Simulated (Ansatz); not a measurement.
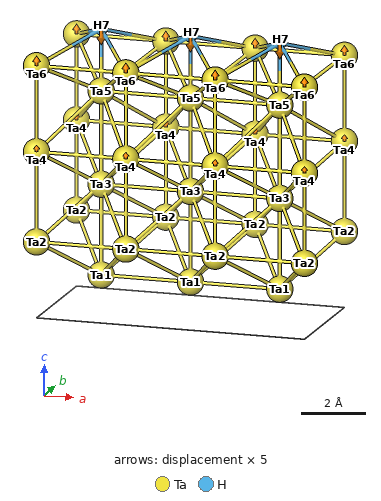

This is a constrained relaxation of a slab of composition Ta6H (cut from the Fm-3m phase). The starting structure is drawn; orange arrows show the displacements, 5 times their true length.

Style: ball-and-stick. Shown: the 3 × 1 repeat of the cell, outlined in the plane, without the vacuum, slightly off an axis.

Case: H put over a Ta atom of a lower plane. The slab is the (1 1 0) face of Ta with H on it. 3 atoms are held fixed.

The calculation used DFT PBEsol, scalar-relativistic, plane waves, PAW (Ansatz). Settings: plane-wave cutoff 420 eV; k-point mesh 10 × 7 × 1; occupations gaussian; smearing width 0.1 eV; no spin polarisation; dipole correction; atoms relaxed in a fixed cell; force threshold 0.03 eV/Å; at most 70 steps.

Atoms of which element are displaced furthest, and by how much?

Answer. Hydrogen: up to 0.11 Å, against 0.07 Å for tantalum.

Describe the change and its energy.

Answer. The largest move is that of H7, 0.11 Å along the normal (−c). By element the largest moves are H 0.11 Å, Ta 0.07 Å. The cell doesn't change. Among the contacts that change: Ta5–H7 2.020 → 1.924 Å, Ta6–H7 2.679 → 2.631 Å, Ta2–Ta4 2.937 → 2.984 Å, Ta5–Ta6 2.833 → 2.870 Å. Over 2 accepted moves (4 points after the start) the energy falls by 60.3 meV per cell of the calculation. The largest force component goes from 0.62 to 0.019 eV/Å. The line search rejected the trial step at point 1 of the run. 1 step only repeated the SCF at the same geometry.

Limits of the set-up: the periodic images lie only 3.0 Å apart, so the values are limited by the cell's size.
